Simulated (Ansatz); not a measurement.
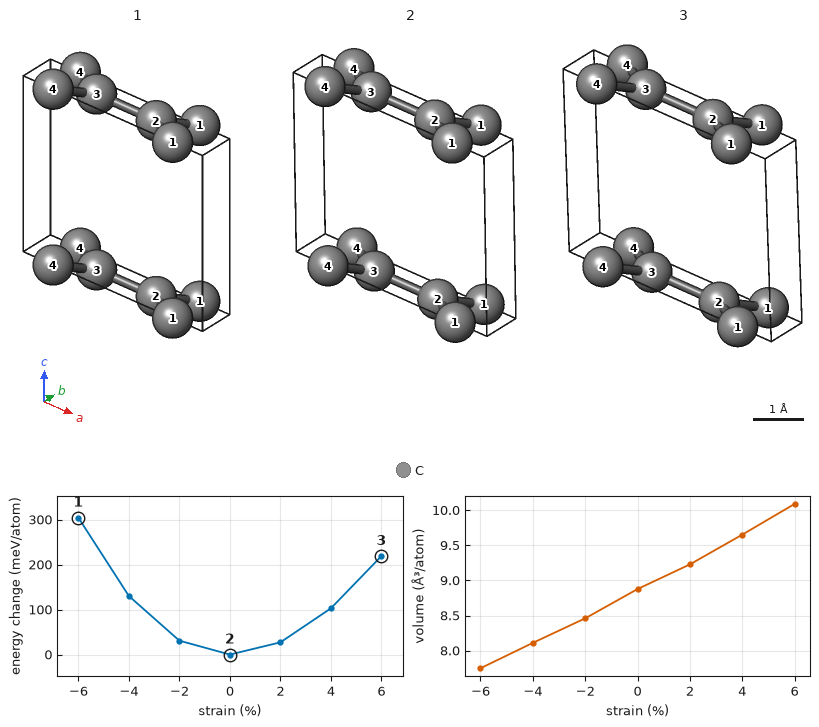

Members of a series of calculations on crystalline C (set up in C2/m), marked on the first curve. Style: ball-and-stick. Shown: the cell of the calculation, slightly off an axis.

Method: DFT PBE+D3(BJ), scalar-relativistic, plane waves, PAW (Ansatz). (plane-wave cutoff 420 eV; k-point mesh 8 × 12 × 8; occupations gaussian; smearing width 0.02 eV; no spin polarisation)

Which kind of strain is it, and how does the structure respond?

Answer. Biaxial strain in the a–b plane, c and atoms relaxed. 1 (strain −6.0 %): energy change 304 meV/atom, volume 7.75 Å³ per atom. 2 (strain 0.0 %): energy change 0.0 meV/atom, volume 8.88 Å³ per atom. 3 (strain 6.0 %): energy change 219 meV/atom, volume 10.09 Å³ per atom. The rest compares 1 with 3. Cell: a 4.013 → 4.526 Å (+12.8 %), b 2.317 → 2.613 Å (+12.8 %), c 3.591 → 3.732 Å (+3.9 %), β 111.9° → 113.9°. Volume +30.2 %. Among the bonded contacts that change: C–C 1.338 → 1.508 Å.
